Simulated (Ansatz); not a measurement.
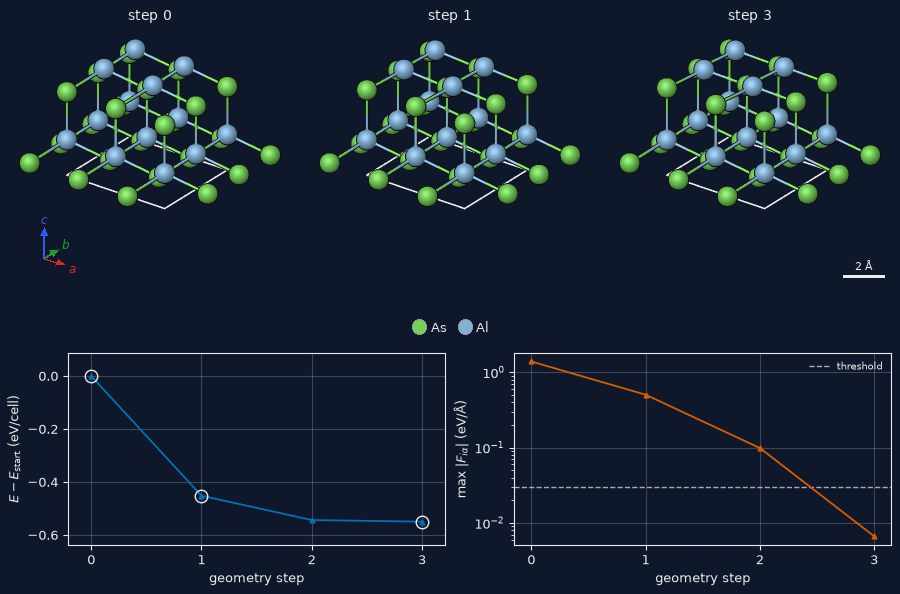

Frames of a constrained relaxation of a slab of composition AlAs (cut from the F-43m phase), marked on the history of the run. The picture is a ball-and-stick view of the cell of the calculation, outlined in the plane, without the vacuum (origin shifted), seen slightly off an axis.

Case: clean slab, lower planes held. The slab is the (1 1 1) face of AlAs. 8 atoms are held fixed.

Level of theory: DFT PBE+D3(BJ), scalar-relativistic, plane waves, PAW (Ansatz 0.2.0).

Input file:
```yaml
crystal:
  lattice:
    - [8.0103882437, 0.0, 0.0]
    - [-4.0051941218, 6.9371997132, 0.0]
    - [0.0, 0.0, 20.087784133]
  atoms:
    - { symbol: As, position: [0.5, 0.0, 0.3982519897] }
    - { symbol: As, position: [0.5, 0.5, 0.3982519897] }
    - { symbol: As, position: [0.0, 0.0, 0.3982519897] }
    - { symbol: As, position: [0.0, 0.5, 0.3982519897] }
    - { symbol: Al, position: [0.1666666667, 0.8333333333, 0.4389511938] }
    - { symbol: Al, position: [0.1666666667, 0.3333333333, 0.4389511938] }
    - { symbol: Al, position: [0.6666666667, 0.8333333333, 0.4389511938] }
    - { symbol: Al, position: [0.6666666667, 0.3333333333, 0.4389511938] }
    - { symbol: As, position: [0.6666666667, 0.8333333333, 0.5610488062] }
    - { symbol: As, position: [0.6666666667, 0.3333333333, 0.5610488062] }
    - { symbol: As, position: [0.1666666667, 0.8333333333, 0.5610488062] }
    - { symbol: As, position: [0.1666666667, 0.3333333333, 0.5610488062] }
    - { symbol: Al, position: [0.3333333333, 0.6666666667, 0.6017480103] }
    - { symbol: Al, position: [0.3333333333, 0.1666666667, 0.6017480103] }
    - { symbol: Al, position: [0.8333333333, 0.6666666667, 0.6017480103] }
    - { symbol: Al, position: [0.8333333333, 0.1666666667, 0.6017480103] }
basis:
  ecutwfc: 420
kpoints:
  mp_grid: { grid: [2, 2, 1] }
hamiltonian:
  xc: pbe
  dispersion: d3bj
scf:
  occupations: { method: gaussian, width: 0.05 }
output:
  forces: true
  eigenvalues: true
  write_density: true
  write_potential: true
  elf: true
  volumetric_format: npy
relax:
  adjacent_minimum: "off"
  f_tol: 0.03
  max_steps: 70
  constraints: [{ sites: [0, 1, 2, 3, 4, 5, 6, 7] }]
efield:
  axis: 3
  dipole_correction: true
  ramp_width: 0.04
```

Run as
```bash
ansatz run input.yaml --threads 4 --pin off --max-ram 10240MiB --backend cpu --events-out ev --progress --plain --runs-dir out
```

Question: Describe the path.

Answer: The largest moves, 0.20 Å, are those of As9, As10, As11 and As12. As9 goes along the normal (+c). Largest moves by element: As 0.20 Å, Al 0.05 Å. The cell doesn't change. Among the contacts that change: Al5–As11 2.453 → 2.656 Å, As10–Al14 2.453 → 2.380 Å. Among the angles between lasting bonds that change: Al8–As10–Al14 109.5° → 103.7°, Al14–As10–Al15 109.5° → 114.6°, As9–Al13–As11 109.5° → 114.6°. Over 3 geometry steps the energy falls by 0.550 eV per cell of the calculation. Largest force component: 1.4 eV/Å at the start, 0.0067 eV/Å at the end. From step 0 to 1: As atoms move most (0.10 Å), energy −0.452 eV per cell of the calculation. From step 1 to 3: As atoms move most (0.10 Å), energy −97.9 meV per cell of the calculation.

| step | E − E(0), meV/atom | largest force component, eV/Å |
| --- | --- | --- |
| 0 | 0.00 | 1.3926 |
| 1 | -28.23 | 0.5047 |
| 2 | -33.96 | 0.0989 |
| 3 | -34.35 | 0.0067 |
